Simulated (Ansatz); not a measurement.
Si: single-point calculation

Si (P1, 8 atoms in the cell), computed with DFT LDA, scalar-relativistic, plane waves, PAW, no spin polarisation (Ansatz 0.2.0).

The structure derives from a Materials Project entry. It belongs to a series of runs on one base structure; here: all atoms moved at random (sigma 0.3 A a component), cell strained at random (sigma 0.03). Figures and captions count atoms from 1; the log counts them from 0 in places.

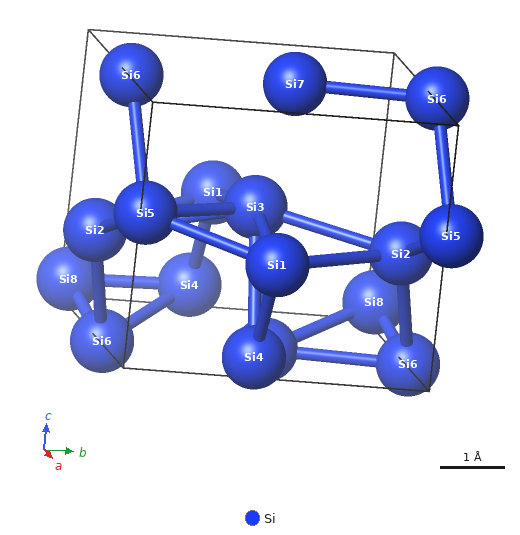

Figure 1. The structure (ball-and-stick view of the cell of the calculation, set on other vectors, seen slightly off an axis; atoms are numbered from 1 in the order of the input). An atom can appear more than once, as a periodic image.

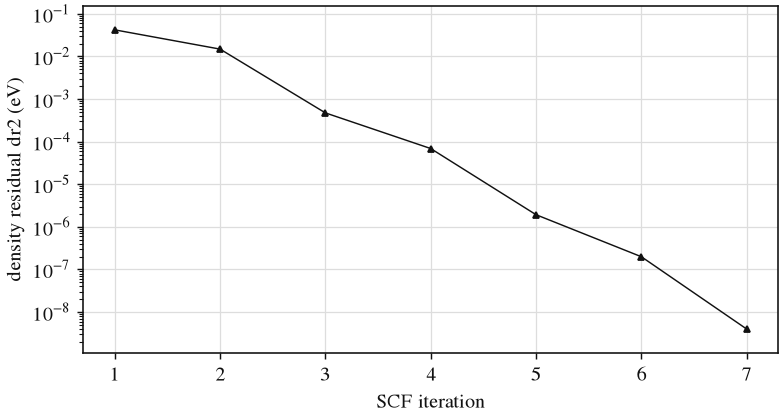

Figure 2. Convergence of the self-consistent field: density residual dr2 against the SCF iteration. The residual falls at every step.

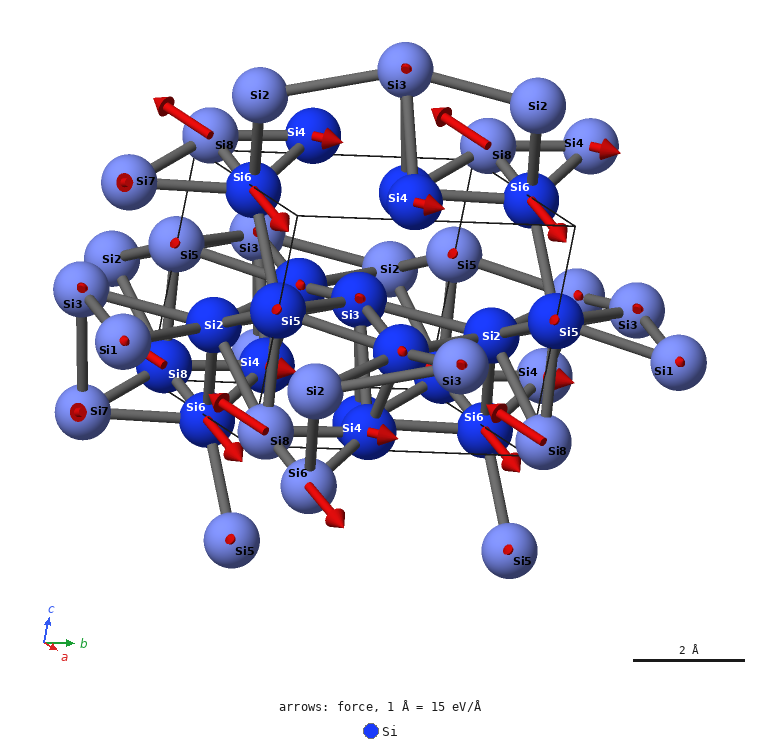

Figure 3. Forces on the atoms as red arrows (ball-and-stick view of the cell of the calculation, set on other vectors, seen slightly off an axis; neighbours outside the cell are drawn fainter; atoms are numbered from 1 in the order of the input); the smallest are left out. The largest act on Si8 (22.38 eV/Å); Si6 (20.69 eV/Å); Si4 (8.81 eV/Å). The geometry is not a stationary point of this energy.

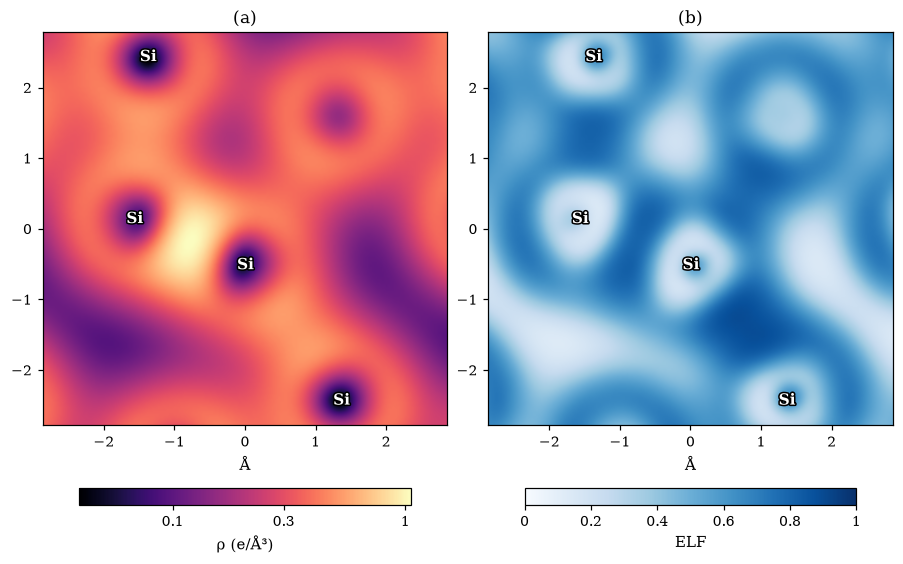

Figure 4. (a) valence charge density (pseudo); (b) electron localisation function on the (010) plane of the conventional cell. Atoms in the plane: Si. Si–Si (1.71 Å): ρ at the midpoint is about 1.1 e/Å³, a local maximum along the line; the ELF peaks at about 0.80 between the atoms, which marks localised, shared-pair bonding. Away from the nuclei the density in this plane falls to 0.09 e/Å³ at its lowest. Core electrons are frozen (PAW), so the fields are smoothed inside the atomic spheres.

The input that produced these results follows, with the program's output.

**Input file**
```yaml
crystal:
  lattice:
    - [0.0527799316, 0.1174907782, -5.0296359808]
    - [-3.4262170526, -3.3763284985, -2.4080955553]
    - [-3.1232863644, 3.1908885884, -2.5553775155]
  atoms:
    - { symbol: Si, position: [0.4860733067, 0.4358305733, 0.5444890759] }
    - { symbol: Si, position: [0.5142485767, 0.3927786855, 0.0345034585] }
    - { symbol: Si, position: [-0.020341852, 0.5089413654, 0.5090781591] }
    - { symbol: Si, position: [0.3753086078, 0.0626496866, 0.5671554179] }
    - { symbol: Si, position: [-0.0583291127, 0.5611678001, -0.039385798] }
    - { symbol: Si, position: [0.4976087587, -0.0445803838, -0.0513226348] }
    - { symbol: Si, position: [0.1059118518, -0.006203606, 0.4376443077] }
    - { symbol: Si, position: [0.0995198629, 0.0894158789, -0.0021619863] }
basis:
  ecutwfc: 420
kpoints:
  mp_grid: { grid: [14, 14, 14] }
hamiltonian:
  xc: lda
scf:
  occupations: { method: gaussian, width: 0.15 }
output:
  forces: true
  stress: true
  eigenvalues: true
  write_density: true
  write_potential: true
  elf: true
  volumetric_format: npy
```

Launched with:
```bash
ansatz run input.yaml --threads 2 --pin off --max-ram 5120MiB --backend cpu --events-out ev --progress --plain --runs-dir out
```

**The program's output**
```
Engine: ansatz 0.2.0, aarch64-unknown-linux-gnu
Pseudopotentials: kind: paw
Pseudopotential: Si, paw, valence charge 4, recommended cutoff 420 eV (normal), Si.paw.azcp
Functional definition: SPW92
  exchange = slater_x
  correlation = pw_c
Crystal: 8 atoms, lattice volume = 108.742 Å³
Basis set: ecut = 420 eV, 2127 PW (Γ)
Bands: 24, of which v1, the nominal top of the filled ones, is band 16 counted from 1 (15 counted from 0)
Symmetry: 1 space group operations
Space group: P1 (ITA 1), of the structure as read, at distance tolerance 4.8e-5 Å
k-points: 1376 of 2744 (time reversal used)
Non-local potential: Si, projectors of the file, l = 0: 2, l = 1: 2, l = 2: 2
PAW form: soft (Blöchl's): semilocal exchange-correlation on the pseudo side does not see the compensation charge
PAW frozen core: Si, regenerated for the run's functional, and the local potential with it (the file was generated under x = pbe(κ = 0.804, μ = 0.2195149727645171), c = pbe(β = 0.06672455060314922))
PAW one-centre angular grid: Si, 110 points (default); XC on 64 Gauss nodes
Initial density: superposition of atomic densities (neutral atoms: chi_scale 0, normalization atom), corrected by the library's trained network
Initial wavefunctions: pseudopotential atomic-orbital guess
Functional: x = slater, c = lda
SCF iter   1: F=—  HF=-4857.406893 eV  |F-HF|=—  |Δ(HF+E_count)|=         —  Δρ=6.33e-3  dr2=4.22e-2  ethr=1.77e-3  ⟨swp⟩=7.4  Hψ=206371  notcnv=0
preconditioner: auto → Kerker (q_TF=auto, 2.225 Å⁻¹)  [metal: Δε(μ)=0.002 eV  Ē_g=8.547 eV  σ=0.150 eV  W_gap=0.01  n_scr=16 (ndim 8)  ℏωp=20.1 eV  f_vac=0.000  D(μ)=3.18/eV (n_scr^D=16)]
SCF iter   2: F=—  HF=-4857.398792 eV  |F-HF|=—  |Δ(HF+E_count)|=   8.10e-3  Δρ=3.64e-3  dr2=1.49e-2  ethr=1.32e-4  ⟨swp⟩=1.0  Hψ=44032  notcnv=0
SCF iter   3: F=—  HF=-4857.394141 eV  |F-HF|=—  |Δ(HF+E_count)|=   4.65e-3  Δρ=5.27e-4  dr2=4.74e-4  ethr=4.64e-5  ⟨swp⟩=3.0  Hψ=53898  notcnv=0
SCF iter   4: F=—  HF=-4857.394032 eV  |F-HF|=—  |Δ(HF+E_count)|=   1.10e-4  Δρ=2.22e-4  dr2=6.90e-5  ethr=1.48e-6  ⟨swp⟩=2.0  Hψ=43629  notcnv=0
SCF iter   5: F=—  HF=-4857.394015 eV  |F-HF|=—  |Δ(HF+E_count)|=   1.71e-5  Δρ=3.48e-5  dr2=1.93e-6  ethr=2.16e-7  ⟨swp⟩=2.8  Hψ=53290  notcnv=0
SCF iter   6: F=—  HF=-4857.394014 eV  |F-HF|=—  |Δ(HF+E_count)|=   2.97e-7  Δρ=9.27e-6  dr2=1.99e-7  ethr=6.03e-9  ⟨swp⟩=2.3  Hψ=49224  notcnv=0
SCF iter   7: F=-4857.394014 eV  HF=-4857.394014 eV  |F-HF|=2.46e-9  |Δ(HF+E_count)|=   4.39e-8  Δρ=1.38e-6  dr2=3.99e-9  ethr=3.13e-10  ⟨swp⟩=13.6  Hψ=240385  notcnv=0
SCF 1 converged in 7 iterations: F = -4857.394014 eV  dr2 = 3.99e-9
  greatest PAW one-centre occupation: 0.738 electrons in one spin orbital (limit 2), on the Si atom at site 7 (counted from 0), in its partial waves of l = 0
SCF converged after 7 iterations
Free energy (F): -4857.394014 eV
Harris-Foulkes:  -4857.394014 eV  (|F-HF|=2.46e-9)
Internal energy: -4857.358057 eV  (E = F + TS)
E sigma→0 (E₀):  -4857.376036 eV
Entropy (-TS):   -0.035957 eV (-4.495 meV/atom)
Fermi energy:    11.057107 eV
--- Per-component energies (eV) ---
  E_band       = 156.037080
  E_kinetic    = 367.181250
  E_local      = -97.946459  (includes V_loc(G=0)·N_el)
  E_nonlocal   = 229.671327
  E_hartree    = 41.541887
  E_xc         = -459.356981
  E_vxc        = -402.989004  (∫ρ·V_xc dr)
  E_paw        = -3889.558915  (= ΣΔE_a)
  E_vpaw       = -22.963423  (= ΣTr[D̂ρ^β])
  E_aug_tail   = 0.000050  (compensation charges beyond the density's cutoff)
  E_ewald      = -1049.564861
  E_core_change = 0.674646  (= ΣΔE_core)
  E_smearing   = -0.035957  (= −TS)
  E_closure    = 0.000000  (closes the sum)
  Σ components = -4857.394014   (vs F -4857.394014, Δ=0.00e0)
--- Forces (eV/Å), atoms counted from 1 ---
  atom   1  Si    -0.22190284    -1.35258678    -1.72369492
  atom   2  Si    -0.04858919    -0.09808508     0.17785141
  atom   3  Si     0.38825470    -1.76116658     1.56575914
  atom   4  Si     5.61752594    -3.74079317    -5.66975083
  atom   5  Si    -2.13926387     0.21470659    -0.73412997
  atom   6  Si     7.44994495     3.70644422   -18.94397226
  atom   7  Si     0.32098664     1.67988039     6.10175630
  atom   8  Si   -11.36696103     1.35158564    19.22617277
  max |Σ_I F_I| component: 1.48e-5 eV/Å
--- Stress (GPa, compression-positive) ---
       32.621755     -10.992555     -11.658813
      -10.992555      27.294894     -10.221238
      -11.658813     -10.221238      64.636384
  P = ⅓ Tr σ = 41.5177 GPa (415.177 kbar)
--- Band table (eV; the first three rows and the last of 1376) ---
  k-point 0: bands = ["-4.6334", "-0.0651", "1.6777", "1.8364", "2.8176", "3.7514", "4.3208", "4.7404", "4.9899", "5.2400", "5.5387", "6.3938", "6.7808", "8.8750", "9.0654", "9.3443", "10.7936", "14.2099", "14.5017", "15.1895", "15.5330", "15.9437", "16.2451", "16.4892"]
  k-point 1: bands = ["-4.6008", "-0.0913", "1.1740", "2.2234", "2.9569", "3.6362", "4.0324", "4.8815", "5.0431", "5.3282", "5.6977", "6.4061", "7.0479", "8.3554", "8.7479", "9.9348", "11.1934", "14.0661", "14.4287", "15.0242", "15.3115", "15.7294", "16.1937", "16.4487"]
  k-point 2: bands = ["-4.5037", "-0.2437", "0.7201", "2.4161", "3.0824", "3.6267", "3.7604", "4.6094", "5.1737", "5.7248", "6.1044", "6.7775", "7.2603", "8.0292", "8.1667", "10.7591", "11.9410", "13.6108", "14.2493", "14.4485", "14.9756", "15.3645", "15.8931", "15.9726"]
  k-point 1375: bands = ["-3.3661", "-1.7131", "0.0164", "0.7274", "2.3539", "2.4461", "4.3860", "5.1741", "6.4543", "7.0939", "8.2429", "8.5266", "9.0350", "9.6187", "10.1490", "11.0179", "11.3794", "11.8727", "12.5052", "12.9227", "13.1335", "13.9267", "14.6732", "15.1012"]
```

**Key numbers**

- outcome: converged
- space group (tolerance 0.01 Å): P1 (1)
- electrons treated: 32
- free energy: −4857.3940 eV
- Fermi energy: 11.057 eV
- gap on the k-point mesh: none (metallic)
- pressure: 41.52 GPa
- largest force (length of the vector): 22.376 eV/Å
- hardware: 2 threads of Arm Neoverse V2, 24 GiB of memory available, shared host
- wall time: 3.5 min (CPU time 7 min)
- peak memory: 2.8 GiB
